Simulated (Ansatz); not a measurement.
TaN: single-point calculation

The run: single-point calculation of TaN (I4/mmm, 2 atoms in the cell). Method and program: DFT r2SCAN, scalar-relativistic, plane waves, PAW, no spin polarisation (Ansatz 0.2.0).

The structure derives from an entry of the Crystallography Open Database. It belongs to a series of runs on one base structure; here: strain +0.0150 x Voigt [0, 1, 0, 0, 0, 0], atoms carried along. Figures and captions count atoms from 1; the log counts them from 0 in places.

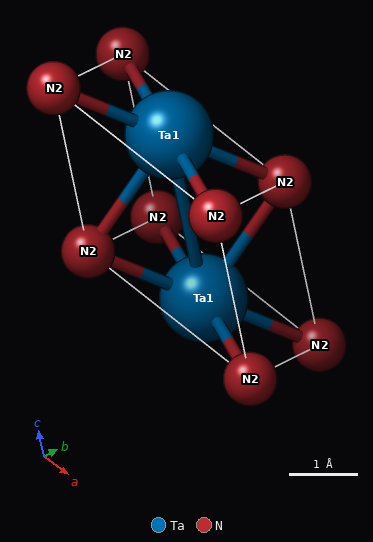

The input geometry (ball-and-stick view of the reduced cell, seen slightly off an axis; atoms are numbered from 1 in the order of the input). An atom can appear more than once, as a periodic image.

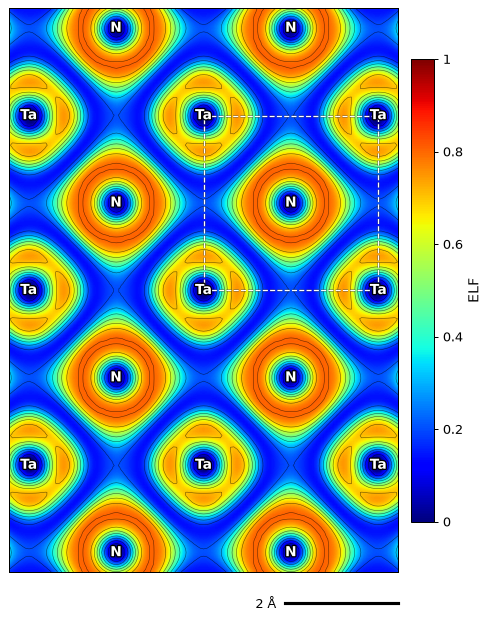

Electron localisation function on the (001) plane of the conventional cell. Ta–N (2.18 Å): the ELF is about 0.15 at the midpoint (a polar contact without a shared pair, in a metal). Ta–Ta (3.08 Å): the ELF is about 0.20 at the midpoint; no localised pair between them. The strong features right at Ta lie inside the PAW spheres (semicore, d or f shells) and say nothing about bonding. Core electrons are frozen (PAW), so the fields are smoothed inside the atomic spheres.

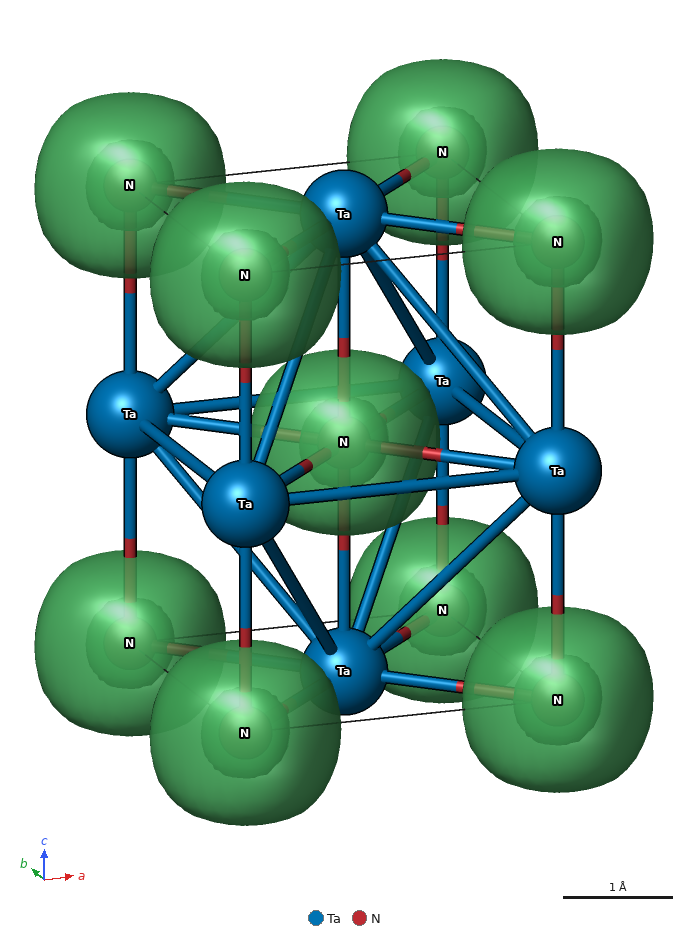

Isosurface of the electron localisation function at 0.65 (green), seen at an oblique angle. Core shells and regions of very low density are left out. Sticks mark near contacts. The outline is the cell set on symmetry axes. Values along the shortest contacts: Ta–N (2.18 Å): the ELF is about 0.15 at the midpoint; a polar contact without a shared pair, in a metal. Ta–Ta (3.08 Å): the ELF is about 0.20 at the midpoint; no shared electron pair.

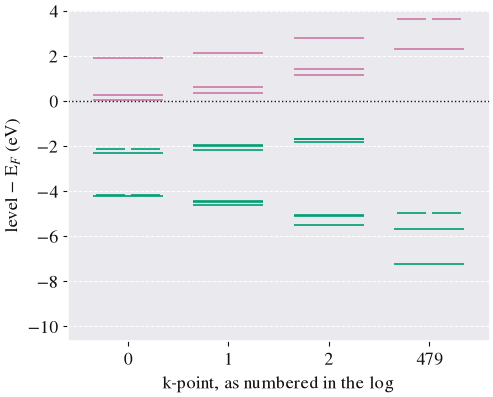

Kohn–Sham levels near the Fermi level (dotted) at the few k-points that the log prints; levels within 0.02 eV of each other stand side by side. The system is metallic on the full mesh.

These pictures come from the run below.

Input file
```yaml
crystal:
  lattice:
    - [0.0, 2.211685, 2.179]
    - [2.179, 0.0, 2.179]
    - [2.179, 2.211685, 0.0]
  atoms:
    - { symbol: Ta, position: [0.5, 0.5, 0.5] }
    - { symbol: "N", position: [0.0, 0.0, 0.0] }
basis:
  ecutwfc: 500
kpoints:
  mp_grid: { grid: [18, 18, 18] }
hamiltonian:
  xc: r2scan
scf:
  occupations: { method: gaussian, width: 0.15 }
output:
  forces: true
  stress: true
  eigenvalues: true
  write_density: true
  write_potential: true
  elf: true
  volumetric_format: npy
```

Command:
```bash
ansatz run input.yaml --threads 1 --pin off --max-ram 2560MiB --backend cpu --events-out ev --progress --plain --runs-dir out
```

What the program printed
```
Engine: ansatz 0.2.0, x86_64-unknown-linux-gnu
Pseudopotentials: kind: paw
Pseudopotential: Ta, paw, valence charge 13, recommended cutoff 500 eV (meta_gga), Ta.paw.azcp
Pseudopotential: N, paw, valence charge 5, recommended cutoff 500 eV (meta_gga), N.paw.azcp
Functional definition: r2SCAN
  parameter k0 = 0.174
  parameter k1 = 0.065
  parameter a1 = 4.9479
  exchange = r2scan_x(k0 = k0, k1 = k1, a1 = a1)
  correlation = r2scan_c
Crystal: 2 atoms, lattice volume = 21.002 Å³
Basis set: ecut = 500 eV, 533 PW (Γ), exchange–correlation on 96×96×96 points (64 copies of the dense FFT grid, shifted against one another)
Bands: 13, of which v1, the nominal top of the filled ones, is band 9 counted from 1 (8 counted from 0)
Symmetry: 16 space group operations
Space group: I4/mmm (ITA 139), of the structure as read, at distance tolerance 2.8e-5 Å
k-points: 480 of 5832
Non-local potential: Ta, projectors of the file, l = 0: 3, l = 1: 2, l = 2: 2, l = 3: 1
Non-local potential: N, projectors of the file, l = 0: 2, l = 1: 2, l = 2: 1
PAW form: soft (Blöchl's): semilocal exchange-correlation on the pseudo side does not see the compensation charge
PAW frozen core: Ta, regenerated for the run's functional (the file was generated under x = pbe(κ = 0.804, μ = 0.2195149727645171), c = pbe(β = 0.06672455060314922))
PAW frozen core: N, regenerated for the run's functional (the file was generated under x = pbe(κ = 0.804, μ = 0.2195149727645171), c = pbe(β = 0.06672455060314922))
PAW one-centre angular grid: Ta, 590 points (default); XC on 160 Gauss nodes
PAW one-centre angular grid: N, 302 points (default); XC on 160 Gauss nodes
Initial density: superposition of atomic densities (neutral atoms: chi_scale 0, normalization atom), corrected by the library's trained network
Initial wavefunctions: pseudopotential atomic-orbital guess
Functional: x = r2scan, c = r2scan; τ floored in thin density (d = 2e-4 eV/Å³)
SCF iter   1: F=—  HF=-10330.976787 eV  |F-HF|=—  |Δ(HF+E_count)|=         —  Δρ=7.38e-3  dr2=3.68e-3  dr2_τ=1.38e-1  ethr=1.77e-3  ⟨swp⟩=5.6  Hψ=78076  notcnv=0  defer=85
automatic band count: the SCF goes on with 17 bands, as 13 were too few: the levels above may hold too much charge
preconditioner: auto → none  [metal: Δε(μ)=0.007 eV  Ē_g=16.590 eV  σ=0.150 eV  W_gap=0.03  n_scr=8 (ndim 8)  ℏωp=25.6 eV  f_vac=0.000  D(μ)=0.81/eV (n_scr^D=8)  sad-step TF]
SCF iter   2: F=—  HF=-10331.050266 eV  |F-HF|=—  |Δ(HF+E_count)|=   7.35e-2  Δρ=6.27e-3  dr2=5.31e-3  dr2_τ=3.12e-4  ethr=2.04e-5  ⟨swp⟩=2.0  Hψ=17989  notcnv=0  defer=1168
SCF iter   3: F=—  HF=-10331.050603 eV  |F-HF|=—  |Δ(HF+E_count)|=   3.38e-4  Δρ=3.76e-3  dr2=9.65e-4  dr2_τ=2.35e-4  ethr=2.04e-5  ⟨swp⟩=2.0  Hψ=9040  notcnv=0  defer=1168
SCF iter   4: F=—  HF=-10331.051325 eV  |F-HF|=—  |Δ(HF+E_count)|=   7.21e-4  Δρ=2.27e-3  dr2=1.16e-3  dr2_τ=8.13e-5  ethr=5.36e-6  ⟨swp⟩=3.0  Hψ=11516  notcnv=0  defer=1168
SCF iter   5: F=—  HF=-10331.051062 eV  |F-HF|=—  |Δ(HF+E_count)|=   2.62e-4  Δρ=1.07e-4  dr2=1.12e-6  dr2_τ=1.85e-7  ethr=5.36e-6  ⟨swp⟩=2.0  Hψ=8783  notcnv=0  defer=1168
SCF iter   6: F=—  HF=-10331.051064 eV  |F-HF|=—  |Δ(HF+E_count)|=   2.10e-6  Δρ=6.97e-5  dr2=1.18e-6  dr2_τ=7.32e-8  ethr=6.24e-9  ⟨swp⟩=2.6  Hψ=11692  notcnv=0  defer=1168
SCF iter   7: F=—  HF=-10331.051064 eV  |F-HF|=—  |Δ(HF+E_count)|=   2.46e-8  Δρ=2.55e-5  dr2=1.54e-7  dr2_τ=9.03e-9  ethr=6.24e-9  ⟨swp⟩=2.3  Hψ=9128  notcnv=0  defer=1168
SCF iter   8: F=-10331.051064 eV  HF=-10331.051064 eV  |F-HF|=1.29e-8  |Δ(HF+E_count)|=   5.05e-9  Δρ=1.10e-5  dr2=2.68e-8  dr2_τ=1.56e-9  ethr=5.56e-10  ⟨swp⟩=12.1  Hψ=45081  notcnv=0
SCF 1 converged in 8 iterations: F = -10331.051064 eV  dr2 = 2.68e-8
  greatest PAW one-centre occupation: 0.998 electrons in one spin orbital (limit 2), on the Ta atom at site 0 (counted from 0), in its partial waves of l = 0
SCF converged after 8 iterations
Free energy (F): -10331.051064 eV
Harris-Foulkes:  -10331.051064 eV  (|F-HF|=1.29e-8)
Internal energy: -10331.042028 eV  (E = F + TS)
E sigma→0 (E₀):  -10331.046546 eV
Entropy (-TS):   -0.009037 eV (-4.518 meV/atom)
Fermi energy:    22.078406 eV
--- Per-component energies (eV) ---
  E_band       = -55.230052
  E_kinetic    = 504.054509
  E_local      = -576.153551  (includes V_loc(G=0)·N_el)
  E_nonlocal   = 59.896634
  E_hartree    = 195.499588
  E_xc         = -266.108517
  E_vxc        = -309.145046  (∫ρ·V_xc dr)
  E_paw        = -8552.450652  (= ΣΔE_a)
  E_vpaw       = -140.857162  (= ΣTr[D̂ρ^β])
  E_aug_tail   = 0.000076  (compensation charges beyond the density's cutoff)
  E_vtau       = 15.976769  (kinetic-family band-sum trace: ∫τ·v_τ [+ j·A + Jᵃ·Aᵃ] dr)
  E_ewald      = -1694.994270
  E_core_change = -0.785845  (= ΣΔE_core)
  E_smearing   = -0.009037  (= −TS)
  E_closure    = -0.000000  (closes the sum)
  Σ components = -10331.051064   (vs F -10331.051064, Δ=0.00e0)
--- Forces (eV/Å), atoms counted from 1 ---
  atom   1  Ta     0.00000000    -0.00000000    -0.00000000
  atom   2  N     -0.00000000     0.00000000    -0.00000000
  max |Σ_I F_I| component: 1.66e-29 eV/Å
--- Stress (GPa, compression-positive) ---
        7.429549      -0.000000      -0.000000
        0.000000      -1.981797       0.000000
       -0.000000       0.000000       7.429549
  P = ⅓ Tr σ = 4.2924 GPa (42.924 kbar)
--- Band table (eV; the first three rows and the last of 480) ---
  k-point 0: bands = ["-49.4023", "-14.9942", "-14.9839", "-14.9839", "1.9707", "17.8342", "17.8960", "17.8960", "19.7506", "19.9356", "19.9356", "22.0929", "22.3469", "23.9776", "31.7535", "46.7551", "46.7551"]
  k-point 1: bands = ["-49.4004", "-15.0183", "-14.9930", "-14.9862", "2.0476", "17.4563", "17.5860", "17.6254", "19.9098", "20.0590", "20.0983", "22.4050", "22.6660", "24.2153", "31.9927", "45.6999", "46.2638"]
  k-point 2: bands = ["-49.3948", "-15.1037", "-15.0020", "-14.9927", "2.2714", "16.5614", "16.9707", "17.0157", "20.2487", "20.3628", "20.3993", "23.2015", "23.4800", "24.8461", "32.6666", "43.7853", "44.9976"]
  k-point 479: bands = ["-49.3202", "-15.7620", "-15.2721", "-15.2721", "3.1678", "14.8407", "16.3906", "17.0808", "17.0808", "24.3549", "25.6883", "25.6883", "26.8757", "29.6320", "31.6790", "39.2135", "39.2135"]
```

Results in brief

- outcome: converged
- space group (tolerance 0.01 Å): I4/mmm (139)
- electrons treated: 18
- free energy: −10331.0511 eV
- Fermi energy: 22.078 eV
- gap on the k-point mesh: none (metallic)
- pressure: 4.29 GPa
- largest force (length of the vector): under 0.001 eV/Å
- hardware: 1 thread of Intel Xeon @ 2.50GHz (Skylake/Cascade Lake), 189 GiB of memory available, shared host
- wall time: 52 s
- peak memory: 0.53 GiB

Notes

Spin–orbit coupling is left out, which matters for Ta.
